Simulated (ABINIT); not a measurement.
# Geometry relaxation, with input and output: TiSi2 (part 2 of 4)

The same run, continued: TiSi2 (Cmcm, 6 atoms in the cell); Kohn-Sham DFT of a periodic cell, PBE, JTH PAW PBE v2.0, no spin polarisation (ABINIT 10.8.3); cutoff 408.17 eV, 5×5×5 k-mesh, fermi-dirac of 0.05 eV. The structure derives from a Materials Project entry.

Geometry of the input (Å; fractional positions):
```
1.7651  -6.7593  0.0000
1.7651  6.7593  0.0000
0.0000  0.0000  3.5652
Ti 0.1031  0.8969  0.2500
Ti 0.8969  0.1031  0.7500
Si 0.7503  0.2497  0.2500
Si 0.2497  0.7503  0.7500
Si 0.4417  0.5583  0.2500
Si 0.5583  0.4417  0.7500
```

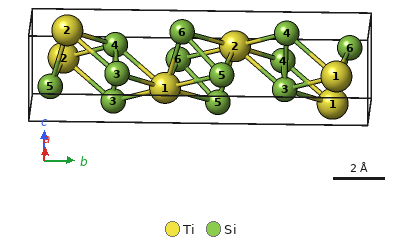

Fig. 1: The input geometry (ball-and-stick view of the cell 2 times as large as that of the calculation, set on its symmetry axes, seen at an oblique angle; atoms are numbered from 1 in the order of the input). An atom can appear more than once, as a periodic image.

Output, continued:
```
 Cartesian coordinates (xcart) [bohr]
  3.33556507850000E+00  1.01388970581546E+01  1.68430059747500E+00
  3.33556507850000E+00 -1.01388970581546E+01  5.05290179242500E+00
  3.33556507850000E+00 -6.39463796211853E+00  1.68430059747500E+00
  3.33556507850000E+00  6.39463796211853E+00  5.05290179242500E+00
  3.33556507850000E+00  1.48811378215021E+00  1.68430059747500E+00
  3.33556507850000E+00 -1.48811378215021E+00  5.05290179242500E+00
 Reduced coordinates (xred)
  1.03118080000000E-01  8.96881920000000E-01  2.50000000000000E-01
  8.96881920000000E-01  1.03118080000000E-01  7.50000000000000E-01
  7.50314820000000E-01  2.49685180000000E-01  2.50000000000000E-01
  2.49685180000000E-01  7.50314820000000E-01  7.50000000000000E-01
  4.41748550000000E-01  5.58251450000000E-01  2.50000000000000E-01
  5.58251450000000E-01  4.41748550000000E-01  7.50000000000000E-01
 Cartesian forces (fcart) [Ha/bohr]; max,rms= 3.80752E-03 1.27167E-03 (free atoms)
  2.70015616614900E-19  2.37251073464488E-04 -0.00000000000000E+00
  3.06416724890211E-19 -2.37251073464488E-04 -0.00000000000000E+00
  2.98459622976625E-19  2.71130513292898E-05 -0.00000000000000E+00
  2.83399169989960E-19 -2.71130513292898E-05 -0.00000000000000E+00
 -1.28833134544675E-19  3.80752458005804E-03 -0.00000000000000E+00
 -1.02945799992702E-18 -3.80752458005804E-03 -0.00000000000000E+00
 Gradient of E wrt nuclear positions in reduced coordinates (gred)
  3.03045325268673E-03 -3.03045325268673E-03 -0.00000000000000E+00
 -3.03045325268673E-03  3.03045325268673E-03 -0.00000000000000E+00
  3.46320180521362E-04 -3.46320180521364E-04 -0.00000000000000E+00
 -3.46320180521364E-04  3.46320180521362E-04 -0.00000000000000E+00
  4.86342383190467E-02 -4.86342383190467E-02 -0.00000000000000E+00
 -4.86342383190467E-02  4.86342383190467E-02  0.00000000000000E+00
 Scale of Primitive Cell (acell) [bohr]
  1.00000000000000E+00  1.00000000000000E+00  1.00000000000000E+00
 Real space primitive translations (rprimd) [bohr]
  3.33556507850000E+00 -1.27731909004000E+01  0.00000000000000E+00
  3.33556507850000E+00  1.27731909004000E+01  0.00000000000000E+00
  0.00000000000000E+00  0.00000000000000E+00  6.73720238990000E+00
 Unitary Cell Volume (ucvol) [Bohr^3]=  5.74087923287074E+02
 Angles (23,13,12)= [degrees]
  9.00000000000000E+01  9.00000000000000E+01  1.50729457256301E+02
 Lengths [Bohr]
  1.32015302208104E+01  1.32015302208104E+01  6.73720238990000E+00
 Stress tensor in cartesian coordinates (strten) [Ha/bohr^3]
 -8.01360594687699E-05  0.00000000000000E+00  0.00000000000000E+00
  0.00000000000000E+00 -4.82113164384599E-05  0.00000000000000E+00
  0.00000000000000E+00  0.00000000000000E+00 -8.42368330018616E-05
 Total energy (etotal) [Ha]= -1.33369592034791E+02

--- Iteration: ( 2/60) Internal Cycle: (1/1)
--------------------------------------------------------------------------------

---SELF-CONSISTENT-FIELD CONVERGENCE--------------------------------------------

--- !BeginCycle
iteration_state: {dtset: 1, itime: 2, icycle: 1, }
solver: {iscf: 17, nstep: 100, nline: 4, wfoptalg: 10, }
tolerances: {tolvrs: 1.00E-09, }
...

     iter   Etot(hartree)      deltaE(h)  residm     nres2
 ETOT  1  -133.37343567165    -1.334E+02 1.059E-04 1.406E+00
 ETOT  2  -133.37540844687    -1.973E-03 3.224E-04 2.759E+00
 ETOT  3  -133.36972910643     5.679E-03 1.770E-03 1.312E-02
 ETOT  4  -133.36982545913    -9.635E-05 6.223E-05 2.170E-03
 ETOT  5  -133.36982456601     8.931E-07 2.164E-05 3.307E-05
 ETOT  6  -133.36982479389    -2.279E-07 1.037E-05 1.248E-05
 ETOT  7  -133.36982483650    -4.261E-08 1.311E-05 6.531E-07
 ETOT  8  -133.36982486155    -2.504E-08 1.171E-05 4.545E-07
 ETOT  9  -133.36982487138    -9.832E-09 1.222E-05 1.892E-07
 ETOT 10  -133.36982487529    -3.906E-09 1.198E-05 3.273E-08
 ETOT 11  -133.36982487779    -2.502E-09 1.137E-05 1.849E-08
 ETOT 12  -133.36982487886    -1.076E-09 1.177E-05 5.047E-09
 ETOT 13  -133.36982487942    -5.530E-10 1.040E-05 2.616E-09
 ETOT 14  -133.36982487967    -2.510E-10 1.140E-05 4.921E-10

 At SCF step   14       nres2   =  4.92E-10 < tolvrs=  1.00E-09 =>converged.

 Cartesian components of stress tensor (hartree/bohr^3)
  sigma(1 1)= -4.72219182E-05  sigma(3 2)=  0.00000000E+00
  sigma(2 2)= -2.37314693E-05  sigma(3 1)=  0.00000000E+00
  sigma(3 3)= -4.33810501E-05  sigma(2 1)=  0.00000000E+00

--- !ResultsGS
iteration_state: {dtset: 1, itime: 2, icycle: 1, }
comment   : Summary of ground state results
lattice_vectors:
- [  3.3435840, -12.7916653,   0.0000000, ]
- [  3.3435840,  12.7916653,   0.0000000, ]
- [  0.0000000,   0.0000000,   6.7542280, ]
lattice_lengths: [  13.22143,   13.22143,    6.75423, ]
lattice_angles: [ 90.000,  90.000, 150.703, ] # degrees, (23, 13, 12)
lattice_volume:   5.7775677E+02
convergence: {deltae: -2.510E-10, res2:  4.921E-10, residm:  1.140E-05, diffor: null, }
etotal    :  -1.33369825E+02
entropy   :   0.00000000E+00
fermie    :   3.57219339E-01
cartesian_stress_tensor: # hartree/bohr^3
- [ -4.72219182E-05,   0.00000000E+00,   0.00000000E+00, ]
- [  0.00000000E+00,  -2.37314693E-05,   0.00000000E+00, ]
- [  0.00000000E+00,   0.00000000E+00,  -4.33810501E-05, ]
pressure_GPa:   1.1213E+00
xred      :
- [  1.0311E-01,   8.9689E-01,   2.5000E-01, Ti]
- [  8.9689E-01,   1.0311E-01,   7.5000E-01, Ti]
- [  7.5031E-01,   2.4969E-01,   2.5000E-01, Si]
- [  2.4969E-01,   7.5031E-01,   7.5000E-01, Si]
- [  4.4160E-01,   5.5840E-01,   2.5000E-01, Si]
- [  5.5840E-01,   4.4160E-01,   7.5000E-01, Si]
cartesian_forces: # hartree/bohr
- [ -1.73924467E-19,   3.68364149E-06,  -0.00000000E+00, ]
- [ -1.71956570E-19,  -3.68364149E-06,  -0.00000000E+00, ]
- [ -1.79648486E-19,   4.26635370E-05,  -0.00000000E+00, ]
- [ -1.66232550E-19,  -4.26635370E-05,  -0.00000000E+00, ]
- [ -1.24884691E-19,   2.98448766E-03,  -0.00000000E+00, ]
- [  8.16646765E-19,  -2.98448766E-03,  -0.00000000E+00, ]
force_length_stats: {min:   3.68364149E-06, max:   2.98448766E-03, mean:   1.01027828E-03, }
...

 Integrated electronic density in atomic spheres:
 ------------------------------------------------
 Atom  Sphere_radius  Integrated_density
    1        2.30803         10.31334632
    2        2.30803         10.31334632
    3        1.90945          1.52501001
    4        1.90945          1.52501001
    5        1.90945          1.57672365
    6        1.90945          1.57672365

---OUTPUT-----------------------------------------------------------------------

 Cartesian coordinates (xcart) [bohr]
  3.34358404974478E+00  1.01537989396059E+01  1.68855700191963E+00
  3.34358404974478E+00 -1.01537989396059E+01  5.06567100575890E+00
  3.34358404974478E+00 -6.40385962728156E+00  1.68855700191963E+00
  3.34358404974478E+00  6.40385962728156E+00  5.06567100575890E+00
  3.34358404974478E+00  1.49407913143687E+00  1.68855700191963E+00
  3.34358404974478E+00 -1.49407913143687E+00  5.06567100575890E+00
 Reduced coordinates (xred)
  1.03108792928535E-01  8.96891207071465E-01  2.50000000000000E-01
  8.96891207071465E-01  1.03108792928535E-01  7.50000000000000E-01
  7.50313758673526E-01  2.49686241326474E-01  2.50000000000000E-01
  2.49686241326474E-01  7.50313758673526E-01  7.50000000000000E-01
  4.41599506405109E-01  5.58400493594891E-01  2.50000000000000E-01
  5.58400493594891E-01  4.41599506405109E-01  7.50000000000000E-01
 Cartesian forces (fcart) [Ha/bohr]; max,rms= 2.98449E-03 9.94932E-04 (free atoms)
 -1.73924466619737E-19  3.68364149435678E-06 -0.00000000000000E+00
 -1.71956570049925E-19 -3.68364149435663E-06 -0.00000000000000E+00
 -1.79648486496370E-19  4.26635370163426E-05 -0.00000000000000E+00
 -1.66232550173293E-19 -4.26635370163424E-05 -0.00000000000000E+00
 -1.24884691401612E-19  2.98448766364057E-03 -0.00000000000000E+00
  8.16646764740936E-19 -2.98448766364057E-03 -0.00000000000000E+00
 Gradient of E wrt nuclear positions in reduced coordinates (gred)
  4.71199089736367E-05 -4.71199089736355E-05 -0.00000000000000E+00
 -4.71199089736336E-05  4.71199089736348E-05  0.00000000000000E+00
  5.45737684783695E-04 -5.45737684783693E-04 -0.00000000000000E+00
 -5.45737684783691E-04  5.45737684783693E-04  0.00000000000000E+00
  3.81765671982798E-02 -3.81765671982798E-02 -0.00000000000000E+00
 -3.81765671982798E-02  3.81765671982798E-02 -0.00000000000000E+00
 Scale of Primitive Cell (acell) [bohr]
  1.32214316433301E+01  1.32214316433301E+01  6.75422800767853E+00
 Real space primitive translations (rprimd) [bohr]
  3.34358404974478E+00 -1.27916652708528E+01  0.00000000000000E+00
  3.34358404974478E+00  1.27916652708528E+01  0.00000000000000E+00
  0.00000000000000E+00  0.00000000000000E+00  6.75422800767853E+00
 Unitary Cell Volume (ucvol) [Bohr^3]=  5.77756771429731E+02
 Angles (23,13,12)= [degrees]
  9.00000000000000E+01  9.00000000000000E+01  1.50702667586540E+02
 Lengths [Bohr]
  1.32214316433301E+01  1.32214316433301E+01  6.75422800767853E+00
 Stress tensor in cartesian coordinates (strten) [Ha/bohr^3]
 -4.72219181844764E-05  0.00000000000000E+00  0.00000000000000E+00
  0.00000000000000E+00 -2.37314693424459E-05  0.00000000000000E+00
  0.00000000000000E+00  0.00000000000000E+00 -4.33810501114865E-05
 Total energy (etotal) [Ha]= -1.33369824879668E+02

 Difference of energy with previous step (new-old):
           Absolute (Ha)=-2.32845E-04
           Relative     =-1.74586E-06

--- Iteration: ( 3/60) Internal Cycle: (1/1)
--------------------------------------------------------------------------------

---SELF-CONSISTENT-FIELD CONVERGENCE--------------------------------------------

--- !BeginCycle
iteration_state: {dtset: 1, itime: 3, icycle: 1, }
solver: {iscf: 17, nstep: 100, nline: 4, wfoptalg: 10, }
tolerances: {tolvrs: 1.00E-09, }
...

     iter   Etot(hartree)      deltaE(h)  residm     nres2
 ETOT  1  -133.37600424219    -1.334E+02 2.009E-04 2.324E+00
 ETOT  2  -133.37933393567    -3.330E-03 7.020E-04 4.673E+00
 ETOT  3  -133.36977166586     9.562E-03 3.118E-03 1.888E-02
 ETOT  4  -133.36994704846    -1.754E-04 6.869E-05 3.462E-03
 ETOT  5  -133.36994584087     1.208E-06 2.663E-05 5.780E-05
 ETOT  6  -133.36994624841    -4.075E-07 1.991E-05 1.999E-05
 ETOT  7  -133.36994632800    -7.958E-08 1.400E-05 1.183E-06
 ETOT  8  -133.36994637244    -4.444E-08 4.463E-06 6.974E-07
 ETOT  9  -133.36994638997    -1.753E-08 7.617E-06 3.136E-07
 ETOT 10  -133.36994639688    -6.903E-09 4.024E-06 4.899E-08
 ETOT 11  -133.36994640127    -4.396E-09 6.877E-06 3.195E-08
 ETOT 12  -133.36994640302    -1.752E-09 3.726E-06 9.583E-09
 ETOT 13  -133.36994640391    -8.897E-10 6.124E-06 3.009E-09
 ETOT 14  -133.36994640433    -4.113E-10 3.491E-06 7.150E-10

 At SCF step   14       nres2   =  7.15E-10 < tolvrs=  1.00E-09 =>converged.

 Cartesian components of stress tensor (hartree/bohr^3)
  sigma(1 1)= -4.69316941E-06  sigma(3 2)=  0.00000000E+00
  sigma(2 2)=  6.32783541E-06  sigma(3 1)=  0.00000000E+00
  sigma(3 3)=  7.12199689E-06  sigma(2 1)=  0.00000000E+00

--- !ResultsGS
iteration_state: {dtset: 1, itime: 3, icycle: 1, }
comment   : Summary of ground state results
lattice_vectors:
- [  3.3548760, -12.8135033,   0.0000000, ]
- [  3.3548760,  12.8135033,   0.0000000, ]
- [  0.0000000,   0.0000000,   6.7752560, ]
lattice_lengths: [  13.24542,   13.24542,    6.77526, ]
lattice_angles: [ 90.000,  90.000, 150.656, ] # degrees, (23, 13, 12)
lattice_volume:   5.8250554E+02
convergence: {deltae: -4.113E-10, res2:  7.150E-10, residm:  3.491E-06, diffor: null, }
etotal    :  -1.33369946E+02
entropy   :   0.00000000E+00
fermie    :   3.53600809E-01
cartesian_stress_tensor: # hartree/bohr^3
- [ -4.69316941E-06,   0.00000000E+00,   0.00000000E+00, ]
- [  0.00000000E+00,   6.32783541E-06,   0.00000000E+00, ]
- [  0.00000000E+00,   0.00000000E+00,   7.12199689E-06, ]
pressure_GPa:  -8.5877E-02
xred      :
- [  1.0311E-01,   8.9689E-01,   2.5000E-01, Ti]
- [  8.9689E-01,   1.0311E-01,   7.5000E-01, Ti]
- [  7.5031E-01,   2.4969E-01,   2.5000E-01, Si]
- [  2.4969E-01,   7.5031E-01,   7.5000E-01, Si]
- [  4.4132E-01,   5.5868E-01,   2.5000E-01, Si]
- [  5.5868E-01,   4.4132E-01,   7.5000E-01, Si]
cartesian_forces: # hartree/bohr
- [  1.44848469E-19,  -2.03323405E-04,  -2.32865269E-31, ]
- [ -2.88179042E-22,   2.03323405E-04,   2.32865269E-31, ]
- [  6.33149320E-20,   8.23610527E-05,  -0.00000000E+00, ]
- [  8.12453576E-20,  -8.23610527E-05,  -0.00000000E+00, ]
- [ -5.00039276E-19,   1.73860277E-03,  -0.00000000E+00, ]
- [  2.10918696E-19,  -1.73860277E-03,  -0.00000000E+00, ]
force_length_stats: {min:   8.23610527E-05, max:   1.73860277E-03, mean:   6.74762408E-04, }
...

 Integrated electronic density in atomic spheres:
 ------------------------------------------------
 Atom  Sphere_radius  Integrated_density
    1        2.30803         10.29932096
    2        2.30803         10.29932096
    3        1.90945          1.51503003
    4        1.90945          1.51503003
    5        1.90945          1.56832706
    6        1.90945          1.56832706

---OUTPUT-----------------------------------------------------------------------

 Cartesian coordinates (xcart) [bohr]
  3.35487596627084E+00  1.01711505422162E+01  1.69381399755788E+00
  3.35487596627084E+00 -1.01711505422162E+01  5.08144199267363E+00
  3.35487596627084E+00 -6.41469217058242E+00  1.69381399755788E+00
  3.35487596627084E+00  6.41469217058242E+00  5.08144199267363E+00
  3.35487596627084E+00  1.50370554062508E+00  1.69381399755788E+00
  3.35487596627084E+00 -1.50370554062508E+00  5.08144199267363E+00
 Reduced coordinates (xred)
  1.03108131665424E-01  8.96891868334576E-01  2.50000000000000E-01
  8.96891868334576E-01  1.03108131665424E-01  7.50000000000000E-01
  7.50309849392801E-01  2.49690150607200E-01  2.50000000000000E-01
  2.49690150607199E-01  7.50309849392801E-01  7.50000000000000E-01
  4.41323402994908E-01  5.58676597005092E-01  2.50000000000000E-01
  5.58676597005092E-01  4.41323402994908E-01  7.50000000000000E-01
 Cartesian forces (fcart) [Ha/bohr]; max,rms= 1.73860E-03 5.84129E-04 (free atoms)
  1.44848468706935E-19 -2.03323404637557E-04 -2.32865269255769E-31
 -2.88179042201166E-22  2.03323404637557E-04  2.32865269255769E-31
  6.33149320430561E-20  8.23610527189359E-05 -0.00000000000000E+00
  8.12453576216778E-20 -8.23610527189359E-05 -0.00000000000000E+00
 -5.00039275594369E-19  1.73860276712566E-03 -0.00000000000000E+00
  2.10918696264901E-19 -1.73860276712566E-03 -0.00000000000000E+00
 Gradient of E wrt nuclear positions in reduced coordinates (gred)
 -2.60528511959987E-03  2.60528511959987E-03  1.57772181044202E-30
  2.60528511959987E-03 -2.60528511959987E-03 -1.57772181044202E-30
  1.05533362214607E-03 -1.05533362214607E-03 -0.00000000000000E+00
 -1.05533362214607E-03  1.05533362214607E-03 -0.00000000000000E+00
  2.22775923222513E-02 -2.22775923222513E-02 -0.00000000000000E+00
 -2.22775923222513E-02  2.22775923222513E-02 -0.00000000000000E+00
 Scale of Primitive Cell (acell) [bohr]
  1.32454165651851E+01  1.32454165651851E+01  6.77525599023151E+00
 Real space primitive translations (rprimd) [bohr]
  3.35487596627084E+00 -1.28135033162761E+01  0.00000000000000E+00
  3.35487596627084E+00  1.28135033162761E+01  0.00000000000000E+00
  0.00000000000000E+00  0.00000000000000E+00  6.77525599023151E+00
 Unitary Cell Volume (ucvol) [Bohr^3]=  5.82505537899192E+02
 Angles (23,13,12)= [degrees]
  9.00000000000000E+01  9.00000000000000E+01  1.50655930757149E+02
 Lengths [Bohr]
  1.32454165651851E+01  1.32454165651851E+01  6.77525599023151E+00
 Stress tensor in cartesian coordinates (strten) [Ha/bohr^3]
 -4.69316941417545E-06  0.00000000000000E+00  0.00000000000000E+00
  0.00000000000000E+00  6.32783540814412E-06  0.00000000000000E+00
  0.00000000000000E+00  0.00000000000000E+00  7.12199688945522E-06
 Total energy (etotal) [Ha]= -1.33369946404325E+02

 Difference of energy with previous step (new-old):
           Absolute (Ha)=-1.21525E-04
           Relative     =-9.11185E-07

--- Iteration: ( 4/60) Internal Cycle: (1/1)
```
